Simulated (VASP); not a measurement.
## SnSe: Born-charge calculation (part 1 of 2)

SnSe (4 atoms in the cell), computed with Kohn-Sham DFT of a periodic cell, LDA, VASP PAW LDA potentials, recommended, no spin polarisation (VASP 6.6.1).

The structure derives from a Materials Project entry.

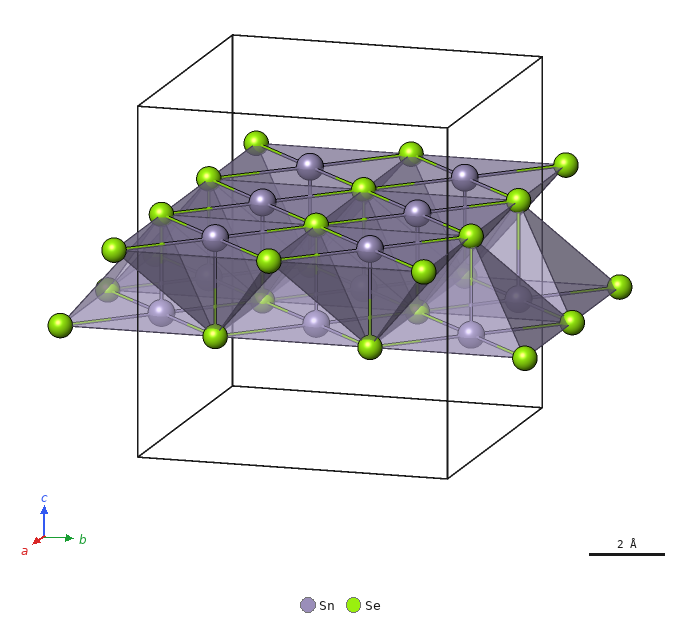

**Figure 1.** The structure (polyhedral view of the 2 × 2 repeat of the cell, with the vacuum cut short, seen slightly off an axis; polyhedra are completed across the faces of the cell). An atom can appear more than once, as a periodic image.

### Summary

```tsv
quantity	value
outcome	converged
space group (tolerance 0.01 Å)	P4/nmm (129)
electrons treated	40
gap on the k-point mesh	1.45 eV
ε∞ (xx, yy, zz)	13.72, 13.72, 1.97
hardware	1 thread of Intel Xeon (Sapphire Rapids), 64 GiB of memory available, shared host
wall time	46 min
peak memory	1 GiB
```

### INCAR
```
SYSTEM = SnSe
ALGO = Normal
EDIFF = 1E-8
ENCUT = 600
GGA = CA
IBRION = 8
ISIF = 2
ISMEAR = 0
LASPH = .TRUE.
LCHARG = .FALSE.
LEPSILON = .TRUE.
LREAL = .FALSE.
LWAVE = .FALSE.
NELM = 80
NSW = 1
PREC = Accurate
SIGMA = 0.02
```

### KPOINTS
```
k-points
0
G
  6 6 4
  0 0 0
```

### POSCAR
```
SnSe
1.0
    4.3725700000      0.0000000000      0.0000000000
    0.0000000000      4.3725700000      0.0000000000
    0.0000000000      0.0000000000     11.0916300000
Sn Se
2 2
Direct
    0.5000000000      0.0000000000      0.3772100000
    0.0000000000      0.5000000000      0.6227900000
    0.5000000000      0.0000000000      0.6234200000
    0.0000000000      0.5000000000      0.3765800000
```

Command:
```bash
cat potpaw_LDA.64/Sn_d/POTCAR potpaw_LDA.64/Se/POTCAR > POTCAR
mpirun -np 1 vasp_std > vasp.out
```

### OSZICAR
```
N       E                     dE             d eps       ncg     rms          rms(c)
DAV:   1     0.355460663582E+03    0.35546E+03   -0.20057E+04  1512   0.184E+03
DAV:   2     0.293278303693E+02   -0.32613E+03   -0.32280E+03  1536   0.423E+02
DAV:   3    -0.167159749383E+02   -0.46044E+02   -0.45328E+02  1800   0.160E+02
DAV:   4    -0.187961020181E+02   -0.20801E+01   -0.20782E+01  1664   0.352E+01
DAV:   5    -0.188687520521E+02   -0.72650E-01   -0.72630E-01  2032   0.677E+00    0.437E+00
DAV:   6    -0.183412145732E+02    0.52754E+00   -0.18033E+00  1840   0.642E+00    0.270E+00
DAV:   7    -0.183135296567E+02    0.27685E-01   -0.28620E-01  1928   0.221E+00    0.114E+00
DAV:   8    -0.183011212041E+02    0.12408E-01   -0.32266E-02  1848   0.120E+00    0.223E-01
DAV:   9    -0.182978403070E+02    0.32809E-02   -0.66714E-03  1848   0.435E-01    0.113E-01
DAV:  10    -0.182975913394E+02    0.24897E-03   -0.30633E-03  1696   0.214E-01    0.603E-02
[... 206 further cycles ...]
RMM:   6    -0.100076405172E+00   -0.40164E-05    0.26745E-05  2731   0.124E-02    0.331E-03
RMM:   7    -0.100072503468E+00    0.39017E-05   -0.46690E-06  2502   0.545E-03    0.735E-04
RMM:   8    -0.100072148303E+00    0.35517E-06    0.51840E-06  2571   0.211E-03    0.490E-04
RMM:   9    -0.100071385591E+00    0.76271E-06    0.27080E-06  2302   0.172E-03    0.288E-04
RMM:  10    -0.100071422860E+00   -0.37269E-07    0.24206E-06  2629   0.930E-04    0.175E-04
RMM:  11    -0.100071164857E+00    0.25800E-06    0.50266E-07  2601   0.451E-04    0.539E-05
RMM:  12    -0.100071212753E+00   -0.47896E-07    0.32333E-07  2654   0.190E-04    0.176E-05
RMM:  13    -0.100071177394E+00    0.35360E-07    0.10253E-07  2731   0.108E-04    0.108E-05
RMM:  14    -0.100071136769E+00    0.40625E-07    0.30084E-08  2706   0.706E-05    0.382E-06
RMM:  15    -0.100071126813E+00    0.99559E-08    0.54683E-08  2894   0.533E-05    0.300E-06
 Linear response finished
```

### Parts of OUTCAR
```
SYSTEM = SnSe
   EDIFF = 1E-8
   ENCUT = 600
   GGA = CA
   IBRION = 8
   ISIF = 2
   ISMEAR = 0
   LASPH = .TRUE.
   LEPSILON = .TRUE.
   LREAL = .FALSE.
   NELM = 80
   NSW = 1
   PREC = Accurate

 ion  position               nearest neighbor table
   1  0.500  0.000  0.377-   3 2.73   4 3.09   4 3.09   4 3.09   4 3.09
   2  0.000  0.500  0.623-   4 2.73   3 3.09   3 3.09   3 3.09   3 3.09
   3  0.500  0.000  0.623-   1 2.73   2 3.09   2 3.09   2 3.09   2 3.09
   4  0.000  0.500  0.377-   2 2.73   1 3.09   1 3.09   1 3.09   1 3.09

  LATTYP: Found a simple tetragonal cell.
 ALAT       =     4.3725700000
 C/A-ratio  =     2.5366386359

  Lattice vectors:

 A1 = (   4.3725700000,   0.0000000000,   0.0000000000)
 A2 = (   0.0000000000,   4.3725700000,   0.0000000000)
 A3 = (   0.0000000000,   0.0000000000,  11.0916300000)

Analysis of symmetry for initial positions (statically):
=====================================================================
 Subroutine PRICEL returns:
 Original cell was already a primitive cell.

 Routine SETGRP: Setting up the symmetry group for a
 simple tetragonal supercell.

 Subroutine GETGRP returns: Found 16 space group operations
 (whereof  8 operations were pure point group operations)
 out of a pool of 16 trial point group operations.

The static configuration has the point symmetry D_2d.
 The point group associated with its full space group is D_4h.

Analysis of symmetry for dynamics (positions and initial velocities):
=====================================================================
 Subroutine PRICEL returns:
 Original cell was already a primitive cell.

 Routine SETGRP: Setting up the symmetry group for a
 simple tetragonal supercell.

 Subroutine GETGRP returns: Found 16 space group operations
 (whereof  8 operations were pure point group operations)
 out of a pool of 16 trial point group operations.

The dynamic configuration has the point symmetry D_2d.
 The point group associated with its full space group is D_4h.

 Subroutine INISYM returns: Found 16 space group operations
 (whereof  8 operations are pure point group operations),
 and found     1 'primitive' translations

----------------------------------------------------------------------------------------

                                     Primitive cell

  volume of cell :     212.0650

  direct lattice vectors                    reciprocal lattice vectors
     4.372570000  0.000000000  0.000000000     0.228698454  0.000000000  0.000000000
     0.000000000  4.372570000  0.000000000     0.000000000  0.228698454  0.000000000
     0.000000000  0.000000000 11.091630000     0.000000000  0.000000000  0.090158074

  length of vectors
     4.372570000  4.372570000 11.091630000     0.228698454  0.228698454  0.090158074

  position of ions in fractional coordinates (direct lattice)
     0.500000000  0.000000000  0.377210000
     0.000000000  0.500000000  0.622790000
     0.500000000  0.000000000  0.623420000
     0.000000000  0.500000000  0.376580000

  ion indices of the primitive-cell ions
   primitive index   ion index
                 1           1
                 2           2
                 3           3
                 4           4

----------------------------------------------------------------------------------------

 KPOINTS: k-points

Automatic generation of k-mesh.
 Grid dimensions read from file:
 generate k-points for:    6    6    4

 Generating k-lattice:

  Cartesian coordinates                     Fractional coordinates (reciprocal lattice)
     0.038116409  0.000000000  0.000000000     0.166666667  0.000000000  0.000000000
     0.000000000  0.038116409  0.000000000     0.000000000  0.166666667  0.000000000
     0.000000000  0.000000000  0.022539519     0.000000000  0.000000000  0.250000000

  Length of vectors
     0.038116409  0.038116409  0.022539519

  Shift w.r.t. Gamma in fractional coordinates (k-lattice)
     0.000000000  0.000000000  0.000000000

 Subroutine IBZKPT returns following result:
 ===========================================

 Found     30 irreducible k-points:

 Following reciprocal coordinates:
            Coordinates               Weight
  0.000000  0.000000  0.000000      1.000000
  0.166667  0.000000  0.000000      4.000000
  0.333333  0.000000  0.000000      4.000000
  0.500000  0.000000  0.000000      2.000000
  0.166667  0.166667  0.000000      4.000000
  0.333333  0.166667  0.000000      8.000000
  0.500000  0.166667  0.000000      4.000000
  0.333333  0.333333  0.000000      4.000000
  0.500000  0.333333  0.000000      4.000000
  0.500000  0.500000  0.000000      1.000000
  0.000000  0.000000  0.250000      2.000000
  0.166667  0.000000  0.250000      8.000000
  0.333333  0.000000  0.250000      8.000000
  0.500000  0.000000  0.250000      4.000000
  0.166667  0.166667  0.250000      8.000000
  0.333333  0.166667  0.250000     16.000000
  0.500000  0.166667  0.250000      8.000000
  0.333333  0.333333  0.250000      8.000000
  0.500000  0.333333  0.250000      8.000000
  0.500000  0.500000  0.250000      2.000000
  0.000000  0.000000  0.500000      1.000000
  0.166667  0.000000  0.500000      4.000000
  0.333333  0.000000  0.500000      4.000000
  0.500000  0.000000  0.500000      2.000000
 [... further k-points ...]
   k-points           NKPTS =     30   k-points in BZ     NKDIM =     30   number of bands    NBANDS=     24
   number of dos      NEDOS =    301   number of ions     NIONS =      4
   total plane-waves  NPLWV = 116640
   dimension x,y,z NGX =    36 NGY =   36 NGZ =   90
   dimension x,y,z NGXF=    72 NGYF=   72 NGZF=  180
   ions per type =               2   2
   NGX,Y,Z   is equivalent  to a cutoff of  13.69, 13.69, 13.49 a.u.
   NGXF,Y,Z  is equivalent  to a cutoff of  27.37, 27.37, 26.98 a.u.
 SYSTEM =  SnSe
   PREC   = accura    normal or accurate (medium, high low for compatibility)
   ISTART =      0    job   : 0-new  1-cont  2-samecut
   ICHARG =      2    charge: 1-file 2-atom 10-const
   ISPIN  =      1    spin polarized calculation?
   LNONCOLLINEAR =      F non collinear calculations
   LSORBIT =      F    spin-orbit coupling
   LASPH  =      T    aspherical Exc in radial PAW
   ENCUT  =  600.0 eV  44.10 Ry    6.64 a.u.   8.73  8.73 22.15*2*pi/ulx,y,z
   NELM   =     80;   NELMIN=  2; NELMDL= -5     # of ELM steps
   EDIFF  = 0.1E-07   stopping-criterion for ELM
   LREAL  =      F    real-space projection
   EDIFFG = 0.1E-06   stopping-criterion for IOM
   NSW    =      1    number of steps for IOM
   IBRION =      8    ionic relax: 0-MD 1-quasi-New 2-CG
   NFREE  =      0    steps in history (QN), initial steepest desc. (CG)
   ISIF   =      2    stress and relaxation
   ISYM   =      2    0-nonsym 1-usesym 2-fastsym
   POTIM  = 0.5000    time-step for ionic-motion
   TEBEG  =    0.0;   TEEND  =   0.0 temperature during run
   PSTRESS=    0.0 pullay stress
   NELECT =      40.0000    total number of electrons
   NUPDOWN=      -1.0000    fix difference up-down
   EMIN   =  10.00;   EMAX   =-10.00  energy-range for DOS
   EFERMI =   0.00;   METHOD = LEGACY
   ISMEAR =     0;   SIGMA  =   0.02  broadening in eV -4-tet -1-fermi 0-gaus
   EFERMI_NEDOS =   21; number of points for ismear=-14 and -15
   IALGO  =     38    algorithm
   IMIX   =      4    mixing-type and parameters
     AMIX     =   0.40;   BMIX     =  1.00
     AMIX_MAG =   1.60;   BMIX_MAG =  1.00
  volume/ion in A,a.u.               =      53.02       357.77
  Fermi-wavevector in a.u.,A,eV,Ry     =   0.938869  1.774206 11.993206  0.881476
  Thomas-Fermi vector in A             =   2.066125
   LORBIT       =      0    0 simple, 1 ext, 2 COOP (PROOUT), +10 PAW based schemes
   GGA     = CA    functional components
   LHFCALC =     F    Hartree Fock is set to
   AEXX    =    0.0000 exact exchange contribution
   IVDW    =     0    specifies the selected vdW correction
   LEPSILON=     T    determine dielectric tensor
   LRPA    =     F    only Hartree local field effects (RPA)
 non-spin polarized calculation
 Gauss-broadening in eV      SIGMA  =   0.02
  energy-cutoff  :      600.00
  volume of cell :      212.06
 maximum number of plane-waves:      7125
 NGX is ok and might be reduce to    36
   NGX = 17   NGY = 17   NGZ = 45

--------------------------------------- Ionic step        1  -------------------------------------------

 number of electron      39.9999997 magnetization

 E-fermi :   0.1546     XC(G=0):  -6.0901     alpha+bet : -5.4683

 val. band max:        0.0213891975   @ k =   0.3333   0.0000   0.5000
 cond. band min:       1.4694625047   @ k =   0.5000   0.0000   0.0000
 fundamental gap:      1.4480733073
 Fermi energy:         0.1545541992

 k-point     1 :       0.0000    0.0000    0.0000
  band No.  band energies     occupation
      1     -20.9090      2.00000
      2     -20.9039      2.00000
      3     -20.9033      2.00000
      4     -20.8981      2.00000
      5     -20.8962      2.00000
      6     -20.8737      2.00000
      7     -20.8727      2.00000
      8     -20.8727      2.00000
      9     -20.8592      2.00000
     10     -20.8592      2.00000
     11     -12.8321      2.00000
     12     -11.8650      2.00000
     13      -5.9786      2.00000
     14      -5.1645      2.00000
     15      -2.9695      2.00000
     16      -2.6422      2.00000
     17      -2.6422      2.00000
     18      -1.4522      2.00000
     19      -1.4522      2.00000
     20      -0.3596      2.00000
     21       1.9380      0.00000
     22       4.0264      0.00000
     23       4.0977      0.00000
     24       4.3601      0.00000

 k-point     2 :       0.1667    0.0000    0.0000
  band No.  band energies     occupation
      1     -20.9070      2.00000
      2     -20.9050      2.00000
      3     -20.9019      2.00000
      4     -20.8985      2.00000
      5     -20.8952      2.00000
      6     -20.8741      2.00000
      7     -20.8724      2.00000
      8     -20.8713      2.00000
      9     -20.8607      2.00000
     10     -20.8598      2.00000
     11     -12.7223      2.00000
     12     -11.8549      2.00000
     13      -6.3117      2.00000
     14      -5.5526      2.00000
     15      -2.9304      2.00000
     16      -2.4440      2.00000
     17      -2.3125      2.00000
     18      -1.3103      2.00000
     19      -0.9459      2.00000
     20      -0.4601      2.00000
     21       2.0006      0.00000
     22       3.1464      0.00000
     23       3.4845      0.00000
     24       4.0754      0.00000

 k-point     3 :       0.3333    0.0000    0.0000
  band No.  band energies     occupation
      1     -20.9068      2.00000
      2     -20.9033      2.00000
      3     -20.9030      2.00000
      4     -20.8998      2.00000
      5     -20.8877      2.00000
      6     -20.8759      2.00000
      7     -20.8710      2.00000
      8     -20.8680      2.00000
      9     -20.8642      2.00000
     10     -20.8615      2.00000
     11     -12.4339      2.00000
     12     -11.8932      2.00000
     13      -6.7977      2.00000
     14      -6.3094      2.00000
     15      -2.5820      2.00000
     16      -1.8968      2.00000
     17      -1.7573      2.00000
     18      -1.0460      2.00000
     19      -0.6660      2.00000
     20       0.0195      2.00000
     21       1.5551      0.00000
     22       2.2767      0.00000
     23       2.3209      0.00000
     24       2.8644      0.00000

 k-point     4 :       0.5000    0.0000    0.0000
  band No.  band energies     occupation
      1     -20.9066      2.00000
      2     -20.9066      2.00000
      3     -20.9001      2.00000
      4     -20.9001      2.00000
      5     -20.8803      2.00000
      6     -20.8803      2.00000
      7     -20.8681      2.00000
      8     -20.8681      2.00000
      9     -20.8644      2.00000
     10     -20.8644      2.00000
     11     -12.0988      2.00000
     12     -12.0988      2.00000
     13      -6.8304      2.00000
     14      -6.8304      2.00000
     15      -2.0038      2.00000
     16      -2.0038      2.00000
     17      -1.2334      2.00000
     18      -1.2334      2.00000
     19      -0.0427      2.00000
     20      -0.0427      2.00000
     21       1.4695      0.00000
     22       1.4695      0.00000
     23       2.1009      0.00000
     24       2.1009      0.00000

 k-point     5 :       0.1667    0.1667    0.0000
  band No.  band energies     occupation
      1     -20.9065      2.00000
      2     -20.9047      2.00000
      3     -20.9022      2.00000
      4     -20.9003      2.00000
      5     -20.8913      2.00000
      6     -20.8744      2.00000
      7     -20.8738      2.00000
      8     -20.8688      2.00000
      9     -20.8631      2.00000
     10     -20.8592      2.00000
     11     -12.6174      2.00000
     12     -11.8416      2.00000
     13      -6.4239      2.00000
     14      -5.7521      2.00000
     15      -3.1615      2.00000
     16      -2.8095      2.00000
     17      -1.8664      2.00000
     18      -1.4113      2.00000
     19      -0.3868      2.00000
     20      -0.2763      2.00000
     21       1.9583      0.00000
     22       2.0869      0.00000
     23       2.8833      0.00000
     24       4.2576      0.00000

 [... the levels of 18 k-points are left out ...]
```
